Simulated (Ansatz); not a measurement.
## Ti3Al: geometry relaxation (part 2 of 2)

The same run, continued: Ti3Al (P6₃/mmc, 8 atoms in the cell); DFT PBE, scalar-relativistic, plane waves, PAW, no spin polarisation (Ansatz 0.2.0); cutoff 420 eV, 9×9×8 k-mesh, Gaussian smearing of 0.1 eV. The structure derives from an entry of the Crystallography Open Database.

Geometry of the input (Å; fractional positions):
```
5.7640  0.0000  0.0000
-2.8820  4.9918  0.0000
0.0000  0.0000  4.6640
Ti 0.8333  0.1667  0.2500
Ti 0.6666  0.8333  0.7500
Ti 0.8333  0.6666  0.2500
Ti 0.1667  0.8333  0.7500
Ti 0.3334  0.1667  0.2500
Ti 0.1667  0.3334  0.7500
Al 0.3333  0.6667  0.2500
Al 0.6667  0.3333  0.7500
```

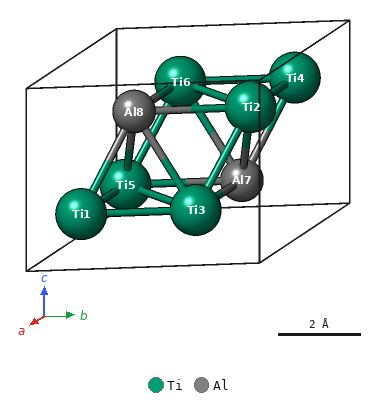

**Figure 1.** The geometry at step 3 of the log (ball-and-stick view of the cell of the calculation, seen slightly off an axis; atoms are numbered from 1 in the order of the input).

Log, continued:
```
SCF iter   1: F=—  HF=-16075.261161 eV  |F-HF|=—  |Δ(HF+E_count)|=         —  Δρ=4.99e-6  dr2=6.73e-9  ethr=1.02e-6  ⟨swp⟩=3.1  Hψ=17714  notcnv=0
eigensolver tolerance schedule: the retry pair's looser diagonalisation over-reported the residual by 118744.89 of it (diagonalisation noise at an unbounded share of the residual, at the tolerance the schedule requests for it); recorded, not acted on — ethr = c·dr2/N_el stays at c = 1.0e-1
preconditioner: auto → Kerker (q_TF=auto, 2.495 Å⁻¹)  [metal: Δε(μ)=0.013 eV  Ē_g=2.957 eV  σ=0.100 eV  W_gap=0.07  n_scr=26 (ndim 8)  ℏωp=17.6 eV  f_vac=0.000  D(μ)=5.07/eV (n_scr^D=44)]
SCF iter   2: F=—  HF=-16075.261236 eV  |F-HF|=—  |Δ(HF+E_count)|=   7.48e-5  Δρ=2.54e-6  dr2=1.60e-9  ethr=8.63e-12  ⟨swp⟩=3.5  Hψ=6324  notcnv=0
SCF iter   3: F=—  HF=-16075.261236 eV  |F-HF|=—  |Δ(HF+E_count)|=   1.94e-9  Δρ=1.23e-6  dr2=4.40e-10  ethr=2.05e-12  ⟨swp⟩=2.3  Hψ=3794  notcnv=0
iter 4 did not close the SCF: its close was put off for the readings that it lacked (scf_convergence_deferred on its scf_iter line)
SCF iter   4: F=-16075.261236 eV  HF=-16075.261236 eV  |F-HF|=7.28e-12  |Δ(HF+E_count)|=  5.93e-10  Δρ=1.58e-7  dr2=2.41e-11  ethr=1.00e-12  ⟨swp⟩=2.0  Hψ=3722  notcnv=0
iter 5 did not close the SCF: its close was put off for the readings that it lacked (scf_convergence_deferred on its scf_iter line)
SCF iter   5: F=-16075.261236 eV  HF=-16075.261236 eV  |F-HF|=3.64e-12  |Δ(HF+E_count)|=    0.00e0  Δρ=6.83e-8  dr2=6.23e-12  ethr=1.00e-12  ⟨swp⟩=1.0  Hψ=2820  notcnv=0
iter 6 did not close the SCF: its close was put off for the readings that it lacked (scf_convergence_deferred on its scf_iter line)
SCF iter   6: F=-16075.261236 eV  HF=-16075.261236 eV  |F-HF|=3.64e-12  |Δ(HF+E_count)|=  3.64e-12  Δρ=2.55e-8  dr2=7.26e-13  ethr=1.00e-12  ⟨swp⟩=1.0  Hψ=2820  notcnv=0
iter 7 did not close the SCF: its close was put off for the readings that it lacked (scf_convergence_deferred on its scf_iter line)
SCF iter   7: F=-16075.261236 eV  HF=-16075.261236 eV  |F-HF|=0.00e0  |Δ(HF+E_count)|=    0.00e0  Δρ=1.15e-8  dr2=1.38e-13  ethr=1.00e-12  ⟨swp⟩=1.0  Hψ=2820  notcnv=0
SCF iter   8: F=-16075.261236 eV  HF=-16075.261236 eV  |F-HF|=5.46e-12  |Δ(HF+E_count)|=  1.82e-12  Δρ=5.06e-9  dr2=2.60e-14  ethr=1.00e-12  ⟨swp⟩=1.5  Hψ=6156  notcnv=0
SCF 5 converged in 8 iterations: F = -16075.261236 eV  dr2 = 2.60e-14
relax step   5: F+E_penalty+E_count = -16075.26123588 eV  Δ(F+E_penalty+E_count) = +1.150e-4 eV  max|allowed force component| = 9.701e-4 eV/Å  Δτ_max = 0.0000 Å  P = +0.025 GPa  Ω = 133.513 Å³  stress off target by 2.58e-2 GPa  SCF on the basis re-selected at this cell (its energy is not comparable with the rows above)  (8 SCF iters)
basis re-selected at this cell: Δ(F+E_penalty+E_count) = +1.150e-4 eV, ΔP = -0.001 GPa vs the last step (what re-selecting the basis moved, of the pressure what is left beyond the Pulay correction that the steps carried, after the strain that the cell walked since its last selection, with what the two solves' SCF thresholds leave and, on support functions, any second-order correction that the steps lacked; it is no measure of the basis error at this ecutwfc). This SCF's stress stands 2.58e-2 GPa from its target on what of the cell is left free (relax.cell.stress_tol is 5.00e-2 GPa) and its largest allowed force component is 9.70e-4 eV/Å (relax.f_tol is 1.00e-2 eV/Å): within both
SCF converged after 8 iterations
Free energy (F): -16075.261236 eV
Harris-Foulkes:  -16075.261236 eV  (|F-HF|=5.46e-12)
Internal energy: -16075.235871 eV  (E = F + TS)
E sigma→0 (E₀):  -16075.248553 eV
Entropy (-TS):   -0.025365 eV (-3.171 meV/atom)
Fermi energy:    12.124127 eV
--- Per-component energies (eV) ---
  E_band       = -972.868862
  E_kinetic    = 1683.000971
  E_local      = -5614.842678  (includes V_loc(G=0)·N_el)
  E_nonlocal   = 70.764354
  E_hartree    = 2357.007263
  E_xc         = -665.742413
  E_vxc        = -791.487659  (∫ρ·V_xc dr)
  E_paw        = -7221.615664  (= ΣΔE_a)
  E_vpaw       = -1034.319049  (= ΣTr[D̂ρ^β])
  E_aug_tail   = 0.000673  (compensation charges beyond the density's cutoff)
  E_ewald      = -6683.808376
  E_smearing   = -0.025365  (= −TS)
  E_closure    = 0.000000  (closes the sum)
  Σ components = -16075.261236   (vs F -16075.261236, Δ=0.00e0)
--- Forces (eV/Å), atoms counted from 1 ---
  atom   1  Ti    -0.00084016     0.00048506     0.00000000
  atom   2  Ti    -0.00084016    -0.00048506    -0.00000000
  atom   3  Ti     0.00000000    -0.00097013    -0.00000000
  atom   4  Ti     0.00084016    -0.00048506    -0.00000000
  atom   5  Ti     0.00084016     0.00048506     0.00000000
  atom   6  Ti    -0.00000000     0.00097013     0.00000000
  atom   7  Al     0.00000000    -0.00000000    -0.00000000
  atom   8  Al     0.00000000     0.00000000     0.00000000
  max |Σ_I F_I| component: 3.51e-18 eV/Å
--- Stress (GPa, compression-positive) ---
        0.025781      -0.000000       0.000000
       -0.000000       0.025781       0.000000
        0.000000       0.000000       0.024579
  P = ⅓ Tr σ = 0.0254 GPa (0.254 kbar)
--- Band table (eV; the first three rows and the last of 60) ---
  k-point 0: bands = ["-44.4463", "-44.3530", "-44.3516", "-44.3516", "-44.3068", "-44.3068", "-20.9539", "-20.9449", "-20.8201", "-20.8054", "-20.8054", "-20.7599", "-20.7599", "-20.7536", "-20.7536", "-20.6120", "-20.5310", "-20.5310", "-20.4696", "-20.4414", "-20.3715", "-20.3715", "-20.3695", "-20.3695", "4.5060", "7.2480", "9.7657", "9.9588", "9.9905", "9.9905", "10.1406", "10.1406", "10.2995", "10.9181", "10.9181", "11.2320", "11.2320", "11.6522", "11.8360", "12.1311", "12.8713", "12.8713", "12.8889", "13.0801", "13.0801", "14.1310", "14.1310"]
  k-point 1: bands = ["-44.4428", "-44.3566", "-44.3499", "-44.3499", "-44.3085", "-44.3085", "-20.9482", "-20.9433", "-20.8439", "-20.8439", "-20.8126", "-20.7714", "-20.7714", "-20.7101", "-20.7101", "-20.6056", "-20.5235", "-20.5235", "-20.4854", "-20.4480", "-20.3716", "-20.3716", "-20.3701", "-20.3701", "4.6209", "7.1835", "9.7830", "9.8461", "10.0641", "10.0641", "10.1329", "10.1432", "10.1432", "10.9809", "10.9809", "11.2077", "11.2077", "11.6453", "11.8583", "12.3538", "12.9372", "12.9372", "12.9731", "13.0054", "13.0054", "14.1225", "14.1329"]
  k-point 2: bands = ["-44.4327", "-44.3667", "-44.3451", "-44.3451", "-44.3133", "-44.3133", "-20.9392", "-20.9369", "-20.8803", "-20.8803", "-20.8119", "-20.8119", "-20.7863", "-20.6413", "-20.6413", "-20.5873", "-20.5299", "-20.5121", "-20.5121", "-20.4667", "-20.3724", "-20.3724", "-20.3719", "-20.3719", "4.9536", "6.9877", "9.4168", "9.4562", "10.1621", "10.1621", "10.2335", "10.2335", "10.4274", "11.1534", "11.1534", "11.1876", "11.1876", "11.6835", "11.9029", "12.7036", "12.8246", "12.8246", "13.0330", "13.0330", "13.2205", "13.8148", "14.0661"]
  k-point 59: bands = ["-44.3722", "-44.3722", "-44.3570", "-44.3570", "-44.3292", "-44.3292", "-20.8694", "-20.8694", "-20.8213", "-20.8213", "-20.7716", "-20.7716", "-20.6578", "-20.6578", "-20.6551", "-20.6551", "-20.5641", "-20.5641", "-20.5046", "-20.5046", "-20.4756", "-20.4756", "-20.4062", "-20.4062", "6.9376", "6.9376", "8.4311", "8.4311", "9.2454", "9.2454", "10.6657", "10.6657", "11.0751", "11.0751", "11.7181", "11.7181", "11.8357", "11.8357", "12.0474", "12.0474", "12.7186", "12.7186", "13.0181", "13.0181", "13.0760", "13.0760", "13.6446"]
--- Relaxed structure (4 steps of the walk, 4 accepted, 1 SCFs on fresh bases) ---
  F+E_penalty+E_count = -16075.26123588 eV   max|allowed force component| = 9.701e-4 eV/Å   (the final SCF, on the basis selected at the relaxed cell)
  cell:  # Å, volume = 133.5133 Å³
    - [5.755306505504538, 0.0, 0.0]
    - [-2.877653252752269, 4.984241640332774, 0.0]
    - [0.0, 0.0, 4.654327008724622]
  atoms:
    - { symbol: Ti, position: [0.8302437505869056, 0.1697562494130943, 0.25] }
    - { symbol: Ti, position: [0.6604875011738112, 0.8302437505869057, 0.75] }
    - { symbol: Ti, position: [0.8302437505869056, 0.6604875011738113, 0.25] }
    - { symbol: Ti, position: [0.1697562494130944, 0.8302437505869057, 0.75] }
    - { symbol: Ti, position: [0.3395124988261886, 0.16975624941309433, 0.25] }
    - { symbol: Ti, position: [0.1697562494130943, 0.3395124988261886, 0.75] }
    - { symbol: Al, position: [0.3333333333333333, 0.6666666666666667, 0.25] }
    - { symbol: Al, position: [0.6666666666666667, 0.33333333333333337, 0.75] }
```

Trajectory as extended XYZ (Å, eV, eV/Å), 5 frames, from step=1 to step=5:
```
8
Lattice="5.7640 0.0000 0.0000 -2.8820 4.9918 0.0000 0.0000 0.0000 4.6640" Properties=species:S:1:pos:R:3:forces:R:3 step=1 energy=-16075.22789 pressure_GPa=-0.43
Ti    4.3227    0.8321    1.1660   -0.3035   0.1752   0.0000
Ti    1.4407    4.1596    3.4980   -0.3035  -0.1752   0.0000
Ti    2.8820    3.3275    1.1660    0.0000  -0.3504   0.0000
Ti   -1.4407    4.1596    3.4980    0.3035  -0.1752   0.0000
Ti    1.4413    0.8321    1.1660    0.3035   0.1752   0.0000
Ti    0.0000    1.6643    3.4980    0.0000   0.3504   0.0000
Al    0.0000    3.3278    1.1660    0.0000   0.0000   0.0000
Al    2.8820    1.6639    3.4980    0.0000   0.0000   0.0000
8
Lattice="5.7536 0.0000 0.0000 -2.8768 4.9827 0.0000 0.0000 0.0000 4.6445" Properties=species:S:1:pos:R:3:forces:R:3 step=2 energy=-16075.24030 pressure_GPa=0.40
Ti    4.2677    0.8579    1.1611    0.2480  -0.1432   0.0000
Ti    1.3909    4.1249    3.4834    0.2480   0.1432   0.0000
Ti    2.8768    3.2670    1.1611    0.0000   0.2864   0.0000
Ti   -1.3909    4.1249    3.4834   -0.2480   0.1432   0.0000
Ti    1.4859    0.8579    1.1611   -0.2480  -0.1432   0.0000
Ti    0.0000    1.7157    3.4834    0.0000  -0.2864   0.0000
Al    0.0000    3.3218    1.1611    0.0000   0.0000   0.0000
Al    2.8768    1.6609    3.4834    0.0000   0.0000   0.0000
8
Lattice="5.7575 0.0000 0.0000 -2.8787 4.9861 0.0000 0.0000 0.0000 4.6558" Properties=species:S:1:pos:R:3:forces:R:3 step=3 energy=-16075.26129 pressure_GPa=-0.10
Ti    4.2918    0.8462    1.1639   -0.0050   0.0029   0.0000
Ti    1.4130    4.1399    3.4918   -0.0050  -0.0029   0.0000
Ti    2.8787    3.2937    1.1639    0.0000  -0.0057   0.0000
Ti   -1.4130    4.1399    3.4918    0.0050  -0.0029   0.0000
Ti    1.4657    0.8462    1.1639    0.0050   0.0029   0.0000
Ti    0.0000    1.6924    3.4918    0.0000   0.0057   0.0000
Al    0.0000    3.3241    1.1639    0.0000   0.0000   0.0000
Al    2.8787    1.6620    3.4918    0.0000   0.0000   0.0000
8
Lattice="5.7553 0.0000 0.0000 -2.8777 4.9842 0.0000 0.0000 0.0000 4.6543" Properties=species:S:1:pos:R:3:forces:R:3 step=4 energy=-16075.26135 pressure_GPa=0.03
Ti    4.2898    0.8461    1.1636   -0.0008   0.0005   0.0000
Ti    1.4122    4.1381    3.4907   -0.0008  -0.0005   0.0000
Ti    2.8777    3.2920    1.1636    0.0000  -0.0010   0.0000
Ti   -1.4122    4.1381    3.4907    0.0008  -0.0005   0.0000
Ti    1.4655    0.8461    1.1636    0.0008   0.0005   0.0000
Ti    0.0000    1.6922    3.4907    0.0000   0.0010   0.0000
Al    0.0000    3.3228    1.1636    0.0000   0.0000   0.0000
Al    2.8777    1.6614    3.4907    0.0000   0.0000   0.0000
8
Lattice="5.7553 0.0000 0.0000 -2.8777 4.9842 0.0000 0.0000 0.0000 4.6543" Properties=species:S:1:pos:R:3:forces:R:3 step=5 energy=-16075.26124 pressure_GPa=0.03
Ti    4.2898    0.8461    1.1636   -0.0008   0.0005   0.0000
Ti    1.4122    4.1381    3.4907   -0.0008  -0.0005   0.0000
Ti    2.8777    3.2920    1.1636    0.0000  -0.0010   0.0000
Ti   -1.4122    4.1381    3.4907    0.0008  -0.0005   0.0000
Ti    1.4655    0.8461    1.1636    0.0008   0.0005   0.0000
Ti    0.0000    1.6922    3.4907    0.0000   0.0010   0.0000
Al    0.0000    3.3228    1.1636    0.0000   0.0000   0.0000
Al    2.8777    1.6614    3.4907    0.0000   0.0000   0.0000
```

Summary:

```tsv
quantity	value
outcome	converged
space group (tolerance 0.01 Å)	P6₃/mmc (194)
electrons treated	78
free energy	−16075.2612 eV
Fermi energy	12.124 eV
gap on the k-point mesh	none (metallic)
pressure	0.03 GPa
final volume	133.51 Å³
largest force (length of the vector) at the end	0.001 eV/Å
final cell	a = 5.755 Å, b = 5.755 Å, c = 4.654 Å, α = 90.00°, β = 90.00°, γ = 120.00°
hardware	4 threads of Arm Neoverse V1, 24 GiB of memory available, shared host
wall time	37 s (CPU time 2.4 min)
peak memory	0.68 GiB
```
